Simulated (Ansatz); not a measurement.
# Geometry relaxation, with input and output: AlN (part 2 of 2)

AlN (R3m, 6 atoms in the cell); DFT PBE, scalar-relativistic, plane waves, PAW, no spin polarisation (Ansatz 0.2.0); cutoff 420 eV, 9×9×4 k-mesh, Gaussian smearing of 0.02 eV. The structure was built on a prototype by a generator; it need not be a known phase. It belongs to a series of runs on one base structure; here: stacking ABC.

Geometry of the input (Å; fractional positions):
```
3.1302  0.0000  0.0000
-1.5651  2.7108  0.0000
0.0000  0.0000  7.5272
Al 0.0000  0.0000  0.0000
N  0.0000  0.0000  0.2500
Al 0.3333  0.6667  0.3333
N  0.3333  0.6667  0.5833
Al 0.6667  0.3333  0.6667
N  0.6667  0.3333  0.9167
```

### What the program printed, continued
```
SCF iter   1: F=—  HF=-2772.633594 eV  |F-HF|=—  |Δ(HF+E_count)|=         —  Δρ=4.75e-5  dr2=1.09e-6  ethr=2.69e-9  ⟨swp⟩=2.2  Hψ=4418  notcnv=0
preconditioner: auto → none  [insulator: Δε(μ)=3.455 eV  Ē_g=13.009 eV  σ=0.020 eV  W_gap=1.00  n_scr=4 (ndim 8)  ℏωp=22.7 eV  f_vac=0.000  D(μ)=0.00/eV (n_scr^D=0)  ε∞_Penn≈4.1]
SCF iter   2: F=—  HF=-2772.633196 eV  |F-HF|=—  |Δ(HF+E_count)|=   3.97e-4  Δρ=2.08e-5  dr2=1.66e-7  ethr=2.69e-9  ⟨swp⟩=2.0  Hψ=1275  notcnv=0
iter 3 did not close the SCF: its close was put off for the readings that it lacked (scf_convergence_deferred on its scf_iter line)
SCF iter   3: F=-2772.633196 eV  HF=-2772.633196 eV  |F-HF|=1.98e-10  |Δ(HF+E_count)|=   3.58e-8  Δρ=2.30e-6  dr2=1.72e-9  ethr=6.94e-10  ⟨swp⟩=2.8  Hψ=1286  notcnv=0
iter 4 did not close the SCF: its close was put off for the readings that it lacked (scf_convergence_deferred on its scf_iter line)
SCF iter   4: F=-2772.633196 eV  HF=-2772.633196 eV  |F-HF|=3.68e-11  |Δ(HF+E_count)|=  6.52e-10  Δρ=7.08e-7  dr2=1.60e-10  ethr=7.15e-12  ⟨swp⟩=2.0  Hψ=1173  notcnv=0
iter 5 did not close the SCF: its close was put off for the readings that it lacked (scf_convergence_deferred on its scf_iter line)
SCF iter   5: F=-2772.633196 eV  HF=-2772.633196 eV  |F-HF|=8.64e-12  |Δ(HF+E_count)|=  7.78e-11  Δρ=2.21e-7  dr2=1.28e-11  ethr=1.00e-12  ⟨swp⟩=2.3  Hψ=1220  notcnv=0
SCF iter   6: F=-2772.633196 eV  HF=-2772.633196 eV  |F-HF|=9.09e-13  |Δ(HF+E_count)|=  1.14e-11  Δρ=2.87e-8  dr2=2.35e-13  ethr=1.00e-12  ⟨swp⟩=1.0  Hψ=1720  notcnv=0
SCF 6 converged in 6 iterations: F = -2772.633196 eV  dr2 = 2.35e-13
relax step   6: F+E_penalty+E_count = -2772.63319636 eV  Δ(F+E_penalty+E_count) = +1.631e-6 eV  max|allowed force component| = 3.491e-5 eV/Å  Δτ_max = 0.0001 Å  P = -0.002 GPa  Ω = 64.028 Å³  energy of the carried Pulay correction = -9.907e-6 eV  (6 SCF iters, dr2 threshold 2.91e-8 eV, accepted)
iter 1 solved again at ethr=1.61e-8 eV; its pass at ethr=3.10e-3 eV (dr2=3.87e-6 eV) is discarded
SCF iter   1: F=—  HF=-2772.633566 eV  |F-HF|=—  |Δ(HF+E_count)|=         —  Δρ=6.46e-6  dr2=1.04e-8  ethr=1.61e-8  ⟨swp⟩=3.0  Hψ=6700  notcnv=0
SCF iter   2: F=—  HF=-2772.633169 eV  |F-HF|=—  |Δ(HF+E_count)|=   3.97e-4  Δρ=3.67e-6  dr2=4.60e-9  ethr=4.32e-11  ⟨swp⟩=3.1  Hψ=1610  notcnv=0
SCF iter   3: F=—  HF=-2772.633169 eV  |F-HF|=—  |Δ(HF+E_count)|=  1.43e-10  Δρ=2.27e-6  dr2=1.43e-9  ethr=1.92e-11  ⟨swp⟩=1.0  Hψ=774  notcnv=0
SCF iter   4: F=—  HF=-2772.633169 eV  |F-HF|=—  |Δ(HF+E_count)|=  3.18e-10  Δρ=1.36e-6  dr2=4.53e-10  ethr=5.97e-12  ⟨swp⟩=1.0  Hψ=774  notcnv=0
iter 5 did not close the SCF: its close was put off for the readings that it lacked (scf_convergence_deferred on its scf_iter line)
SCF iter   5: F=-2772.633169 eV  HF=-2772.633169 eV  |F-HF|=9.09e-13  |Δ(HF+E_count)|=  2.89e-10  Δρ=6.25e-8  dr2=8.92e-13  ethr=1.89e-12  ⟨swp⟩=2.4  Hψ=1221  notcnv=0
SCF iter   6: F=-2772.633169 eV  HF=-2772.633169 eV  |F-HF|=9.09e-13  |Δ(HF+E_count)|=  4.55e-13  Δρ=2.25e-8  dr2=1.28e-13  ethr=1.00e-12  ⟨swp⟩=2.0  Hψ=2169  notcnv=0
SCF 7 converged in 6 iterations: F = -2772.633169 eV  dr2 = 1.28e-13
relax step   7: F+E_penalty+E_count = -2772.63316926 eV  Δ(F+E_penalty+E_count) = +2.710e-5 eV  max|allowed force component| = 3.378e-5 eV/Å  Δτ_max = 0.0000 Å  P = -0.002 GPa  Ω = 64.028 Å³  stress off target by 3.35e-3 GPa  SCF on the basis re-selected at this cell (its energy is not comparable with the rows above)  (6 SCF iters)
```

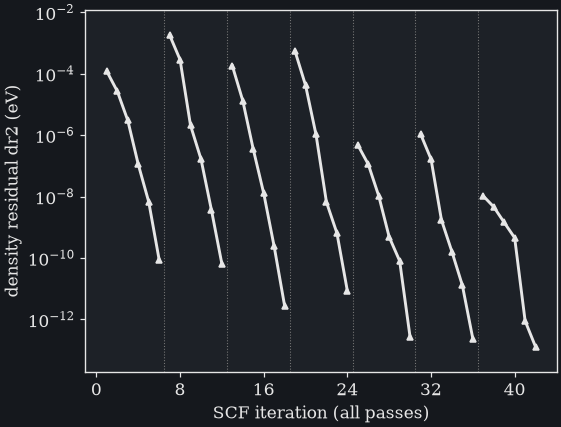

**Figure 1.** Convergence of the self-consistent field: density residual dr2 against the SCF iteration. The dotted lines part the SCF passes of the relaxation: geometry steps, rejected trials and re-solves on a re-selected basis. The 7 passes take 6 iterations each, 42 in all.

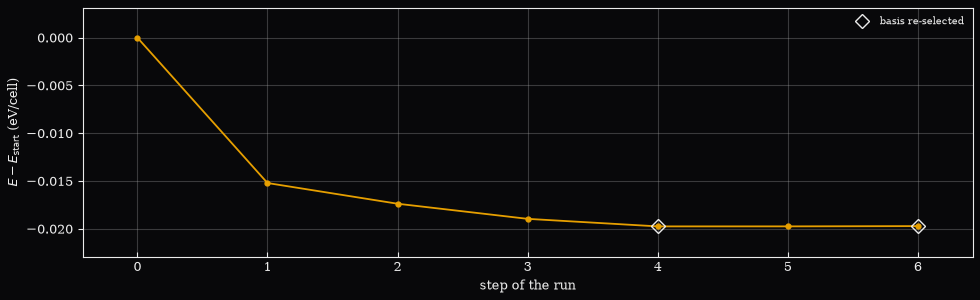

**Figure 2.** Progress of the relaxation, step by step (the first geometry is step 0 here and step 1 in the log).

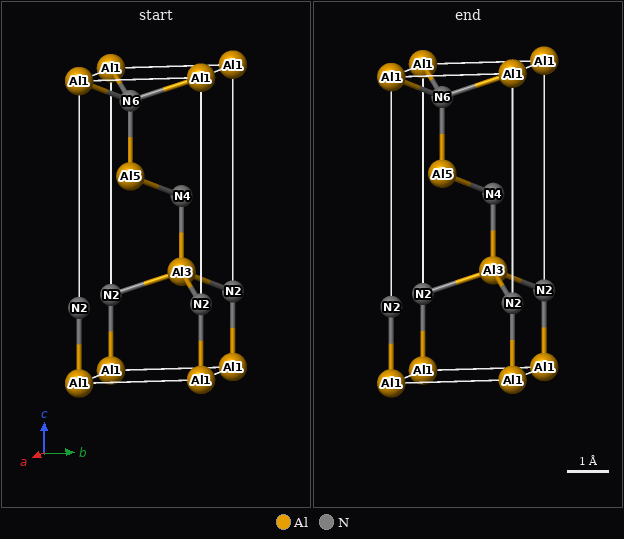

**Figure 3.** Before (left) and after (right) the relaxation, at one scale (ball-and-stick view of the cell of the calculation, seen slightly off an axis). After 4 geometry steps the energy has fallen by 19.7 meV per cell of the calculation. Largest force component: 0.19 eV/Å at the start, under 0.0001 eV/Å at the end. The pressure goes from 0.56 to 0.00 GPa. The basis was re-selected once at an unchanged geometry, which shifts the energy a little without any move. The atoms keep their places relative to the cell (all moves are under 0.005 Å). Cell: a = b 3.130 → 3.114 Å (−0.5 %), c 7.527 → 7.626 Å (+1.3 %). Volume +0.2 %. Among the contacts that change: Al1–N2 1.882 → 1.907 Å, Al1–N6 1.913 → 1.907 Å. The space group (tolerance 0.01 Å) goes from R3m (No. 160) to F-43m (No. 216). The energy change given includes the shifts at the re-selections in mid-walk, which come without any move. A last SCF at the same geometry on a re-selected plane-wave basis shifts the energy by +0.0 meV per cell of the calculation. (Atoms are counted from 1 in the order of the input.)

```
basis re-selected at this cell: Δ(F+E_penalty+E_count) = +2.710e-5 eV, ΔP = -0.000 GPa vs the last step (what re-selecting the basis moved, of the pressure what is left beyond the Pulay correction that the steps carried, after the strain that the cell walked since its last selection, with what the two solves' SCF thresholds leave and, on support functions, any second-order correction that the steps lacked; it is no measure of the basis error at this ecutwfc). This SCF's stress stands 3.35e-3 GPa from its target on what of the cell is left free (relax.cell.stress_tol is 5.00e-2 GPa) and its largest allowed force component is 3.38e-5 eV/Å (relax.f_tol is 1.00e-2 eV/Å): within both
SCF converged after 6 iterations
Free energy (F): -2772.633169 eV
Harris-Foulkes:  -2772.633169 eV  (|F-HF|=9.09e-13)
Internal energy: -2772.633169 eV  (E = F + TS)
E sigma→0 (E₀):  -2772.633169 eV
Fermi energy:    8.449091 eV
--- Per-component energies (eV) ---
  E_band       = 41.211702
  E_kinetic    = 475.343170
  E_local      = -675.003056  (includes V_loc(G=0)·N_el)
  E_nonlocal   = 165.906275
  E_hartree    = 233.543594
  E_xc         = -304.630007
  E_vxc        = -322.737877  (∫ρ·V_xc dr)
  E_paw        = -1785.101080  (= ΣΔE_a)
  E_vpaw       = -69.384295  (= ΣTr[D̂ρ^β])
  E_aug_tail   = 0.000291  (compensation charges beyond the density's cutoff)
  E_ewald      = -882.692355
  E_smearing   = -0.000000  (= −TS)
  E_closure    = 0.000000  (closes the sum)
  Σ components = -2772.633169   (vs F -2772.633169, Δ=0.00e0)
--- Forces (eV/Å), atoms counted from 1 ---
  atom   1  Al    -0.00000000    -0.00000000    -0.00003212
  atom   2  N      0.00000000     0.00000000     0.00003544
  atom   3  Al    -0.00000000    -0.00000000    -0.00003212
  atom   4  N      0.00000000     0.00000000     0.00003544
  atom   5  Al    -0.00000000    -0.00000000    -0.00003212
  atom   6  N      0.00000000     0.00000000     0.00003544
  max |Σ_I F_I| component: 9.94e-6 eV/Å
--- Stress (GPa, compression-positive) ---
       -0.003351       0.000000      -0.000000
        0.000000      -0.003351       0.000000
       -0.000000       0.000000       0.000146
  P = ⅓ Tr σ = -0.0022 GPa (-0.022 kbar)
--- Band table (eV; the first three rows and the last of 43) ---
  k-point 0: bands = ["-8.1090", "-6.7717", "-6.7717", "2.2440", "2.2440", "6.3539", "6.3539", "6.3539", "6.3539", "6.7213", "6.7213", "6.7216", "10.6968", "13.5223", "13.5223", "16.9304", "16.9304", "18.2852"]
  k-point 1: bands = ["-8.0100", "-7.2855", "-6.3226", "1.3249", "3.5017", "6.1311", "6.2746", "6.2746", "6.4687", "6.4687", "6.6854", "6.6854", "11.1891", "12.9696", "13.8028", "16.5545", "17.4856", "17.8666"]
  k-point 2: bands = ["-7.7235", "-7.7235", "-6.1357", "0.9780", "4.8822", "4.8822", "6.2464", "6.2464", "6.5905", "6.5905", "6.5905", "6.5905", "12.1293", "12.1293", "13.8863", "16.4184", "17.7184", "17.7184"]
  k-point 42: bands = ["-5.6568", "-5.6568", "-5.6568", "2.1796", "2.1796", "2.1796", "3.8390", "3.8390", "3.8390", "5.1074", "5.1074", "5.1074", "13.1474", "13.1474", "13.1474", "16.5925", "16.5925", "16.5925"]
--- Relaxed structure (5 steps of the walk, 5 accepted, 2 SCFs on fresh bases) ---
  F+E_penalty+E_count = -2772.63316926 eV   max|allowed force component| = 3.378e-5 eV/Å   (the final SCF, on the basis selected at the relaxed cell)
  cell:  # Å, volume = 64.0280 Å³
    - [3.113565503363108, 2.8714216979223974e-11, 5.362277520797207e-34]
    - [-1.5567827517064212, 2.6964268222449777, -3.592044828758277e-35]
    - [1.2894801414439365e-33, 6.4474007072196826e-34, 7.626466904194938]
  atoms:
    - { symbol: Al, position: [-6.793599083561832e-35, -2.762898166334185e-35, -1.1950746424358744e-6] }
    - { symbol: N, position: [4.567678821457611e-35, 3.55229764247404e-35, 0.25000119507464247] }
    - { symbol: Al, position: [0.33333333333333326, 0.6666666666666665, 0.3333321382586909] }
    - { symbol: N, position: [0.33333333333333326, 0.6666666666666665, 0.5833345284079756] }
    - { symbol: Al, position: [0.6666666666666666, 0.33333333333333326, 0.6666654715920243] }
    - { symbol: N, position: [0.6666666666666666, 0.33333333333333326, 0.916667861741309] }
--- Löwdin populations: 6 sites ---
  site symbol       q [e]
     0     Al      1.9351
     1      N      6.0049
     2     Al      1.9351
     3      N      6.0049
     4     Al      1.9351
     5      N      6.0049
  spilling = 0.007494 (of n_electrons = 24.000000)
```

### Trajectory as extended XYZ (Å, eV, eV/Å), 7 frames, from step=1 to step=7
```
6
Lattice="3.1302 0.0000 0.0000 -1.5651 2.7108 0.0000 0.0000 0.0000 7.5272" Properties=species:S:1:pos:R:3:forces:R:3 step=1 energy=-2772.61346 pressure_GPa=0.56
Al    0.0000    0.0000    0.0000    0.0000   0.0000  -0.1886
N     0.0000    0.0000    1.8818    0.0000   0.0000   0.1886
Al    0.0000    1.8072    2.5091    0.0000   0.0000  -0.1886
N     0.0000    1.8072    4.3909    0.0000   0.0000   0.1886
Al    1.5651    0.9036    5.0182    0.0000   0.0000  -0.1886
N     1.5651    0.9036    6.9000    0.0000   0.0000   0.1886
6
Lattice="3.1135 0.0000 0.0000 -1.5568 2.6964 0.0000 0.0000 0.0000 7.6180" Properties=species:S:1:pos:R:3:forces:R:3 step=2 energy=-2772.62866 pressure_GPa=0.23
Al    0.0000    0.0000    0.0064    0.0000   0.0000  -0.1929
N     0.0000    0.0000    1.8981    0.0000   0.0000   0.1929
Al    0.0000    1.7976    2.5458    0.0000   0.0000  -0.1929
N     0.0000    1.7976    4.4374    0.0000   0.0000   0.1929
Al    1.5568    0.8988    5.0851    0.0000   0.0000  -0.1929
N     1.5568    0.8988    6.9767    0.0000   0.0000   0.1929
6
Lattice="3.1138 0.0000 0.0000 -1.5569 2.6967 0.0000 0.0000 0.0000 7.6220" Properties=species:S:1:pos:R:3:forces:R:3 step=3 energy=-2772.63083 pressure_GPa=0.07
Al    0.0000    0.0000    0.0042    0.0000   0.0000  -0.1242
N     0.0000    0.0000    1.9013    0.0000   0.0000   0.1242
Al    0.0000    1.7978    2.5449    0.0000   0.0000  -0.1242
N     0.0000    1.7978    4.4420    0.0000   0.0000   0.1242
Al    1.5569    0.8989    5.0855    0.0000   0.0000  -0.1242
N     1.5569    0.8989    6.9826    0.0000   0.0000   0.1242
6
Lattice="3.1139 0.0000 0.0000 -1.5570 2.6967 0.0000 0.0000 0.0000 7.6243" Properties=species:S:1:pos:R:3:forces:R:3 step=4 energy=-2772.63241 pressure_GPa=-0.01
Al    0.0000    0.0000   -0.0001    0.0000   0.0000   0.0001
N     0.0000    0.0000    1.9062    0.0000   0.0000  -0.0001
Al    0.0000    1.7978    2.5413    0.0000   0.0000   0.0001
N     0.0000    1.7978    4.4476    0.0000   0.0000  -0.0001
Al    1.5570    0.8989    5.0827    0.0000   0.0000   0.0001
N     1.5570    0.8989    6.9890    0.0000   0.0000  -0.0001
6
Lattice="3.1139 0.0000 0.0000 -1.5570 2.6967 0.0000 0.0000 0.0000 7.6243" Properties=species:S:1:pos:R:3:forces:R:3 step=5 energy=-2772.63320 pressure_GPa=0.01
Al    0.0000    0.0000   -0.0001    0.0000   0.0000  -0.0001
N     0.0000    0.0000    1.9062    0.0000   0.0000   0.0001
Al    0.0000    1.7978    2.5413    0.0000   0.0000  -0.0001
N     0.0000    1.7978    4.4476    0.0000   0.0000   0.0001
Al    1.5570    0.8989    5.0827    0.0000   0.0000  -0.0001
N     1.5570    0.8989    6.9890    0.0000   0.0000   0.0001
6
Lattice="3.1136 0.0000 0.0000 -1.5568 2.6964 0.0000 0.0000 0.0000 7.6265" Properties=species:S:1:pos:R:3:forces:R:3 step=6 energy=-2772.63320 pressure_GPa=-0.00
Al    0.0000    0.0000    0.0000    0.0000   0.0000   0.0000
N     0.0000    0.0000    1.9066    0.0000   0.0000   0.0000
Al    0.0000    1.7976    2.5421    0.0000   0.0000   0.0000
N     0.0000    1.7976    4.4488    0.0000   0.0000   0.0000
Al    1.5568    0.8988    5.0843    0.0000   0.0000   0.0000
N     1.5568    0.8988    6.9909    0.0000   0.0000   0.0000
6
Lattice="3.1136 0.0000 0.0000 -1.5568 2.6964 0.0000 0.0000 0.0000 7.6265" Properties=species:S:1:pos:R:3:forces:R:3 step=7 energy=-2772.63317 pressure_GPa=-0.00
Al    0.0000    0.0000    0.0000    0.0000   0.0000   0.0000
N     0.0000    0.0000    1.9066    0.0000   0.0000   0.0000
Al    0.0000    1.7976    2.5421    0.0000   0.0000   0.0000
N     0.0000    1.7976    4.4488    0.0000   0.0000   0.0000
Al    1.5568    0.8988    5.0843    0.0000   0.0000   0.0000
N     1.5568    0.8988    6.9909    0.0000   0.0000   0.0000
```

### Key numbers

| quantity | value |
| --- | --- |
| outcome | converged |
| space group (tolerance 0.01 Å) | R3m (160) → F-43m (216) |
| electrons treated | 24 |
| free energy | −2772.6332 eV |
| Fermi energy | 8.449 eV |
| gap on the k-point mesh | 3.46 eV |
| pressure | 0.00 GPa |
| final volume | 64.03 Å³ |
| largest force (length of the vector) at the end | under 0.001 eV/Å |
| final cell | a = 3.114 Å, b = 3.114 Å, c = 7.626 Å, α = 90.00°, β = 90.00°, γ = 120.00° |
| hardware | 1 thread of Intel Xeon (Granite Rapids), 64 GiB of memory available, shared host |
| wall time | 20 s |
| peak memory | 0.41 GiB |
